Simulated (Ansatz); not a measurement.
```
Si
1.0
     3.82835    0.00000    0.00000
    -1.91418    3.31545    0.00000
     0.00000    0.00000   25.24749
Si
16
Direct
  0.00000 0.00000 0.82872
  0.00000 0.00000 0.92171
  0.33333 0.66667 0.95307
  0.33333 0.66667 0.04693
  0.00000 0.00000 0.07829
  0.00000 0.00000 0.17128
  0.66667 0.33333 0.20265
  0.66667 0.33333 0.29642
  0.00000 0.00000 0.32794
  0.00000 0.00000 0.42162
  0.66667 0.33333 0.45315
  0.66667 0.33333 0.54685
  0.00000 0.00000 0.57838
  0.00000 0.00000 0.67206
  0.66667 0.33333 0.70358
  0.66667 0.33333 0.79735
```

Space group P-6m2; a generated structure, not necessarily the stable one.

Level of theory: DFT PBEsol, scalar-relativistic, plane waves, PAW in Ansatz.

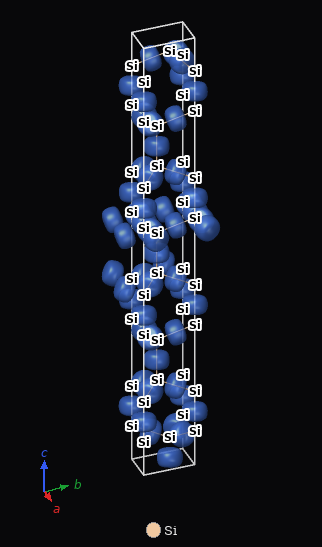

Si. Isosurface of the electron localisation function at 0.75 (blue), seen slightly off an axis. Core shells and regions of very low density are left out. Sticks mark near contacts.

Core electrons are frozen (PAW), and the valence fields are smoothed inside the atomic spheres.

Where are the electrons localised?

Answer. The surface consists of 32 regions between bonded Si–Si atoms (shared pairs), counted in one cell of 16 atoms. Any copies at cell faces, edges or corners count once. Along the contacts the grid gives the following. Si–Si (2.35 Å): the ELF peaks at about 0.95 between the atoms, as expected for a shared electron pair.
